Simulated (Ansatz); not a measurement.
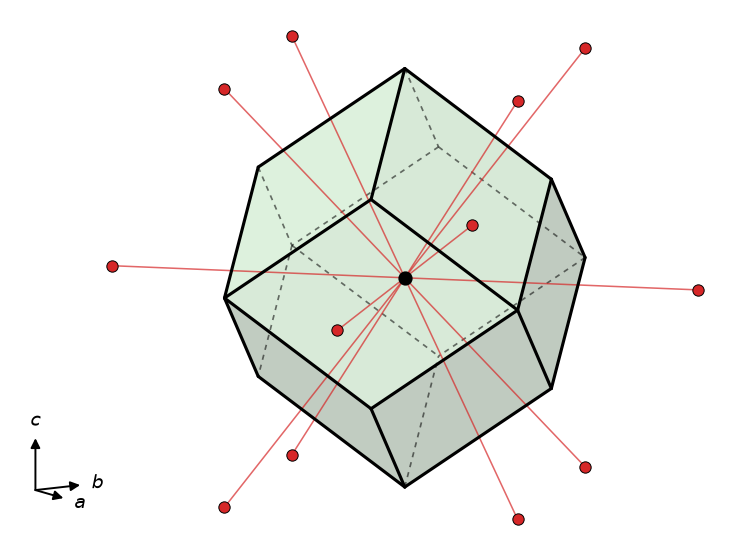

Crystal: Ir, the input geometry of an electronic-structure calculation (not necessarily at equilibrium); the starting structure was generated, so it need not be a known form of this composition. The Wigner–Seitz cell of the crystal's lattice, with lines to the lattice points that define its faces. All values are computed from the atomic coordinates in the standard setting (tolerance 0.002 Å).

a = 5.477 Å, b = 5.477 Å, c = 5.477 Å, α = 90.00°, β = 90.00°, γ = 90.00°; lattice centring F.

Describe the polyhedron.

A rhombic dodecahedron: 12 faces (12 with 4 edges), 24 edges, 14 vertices. Its volume is that of the primitive cell, 41.1 Å³.

Which lattice vectors do the faces bisect?

```json
{"example": "1/2 a + 1/2 b", "length (Å)": "3.87", "faces": "12", "edges of each": "4", "area (Å²)": "5.3"}
```
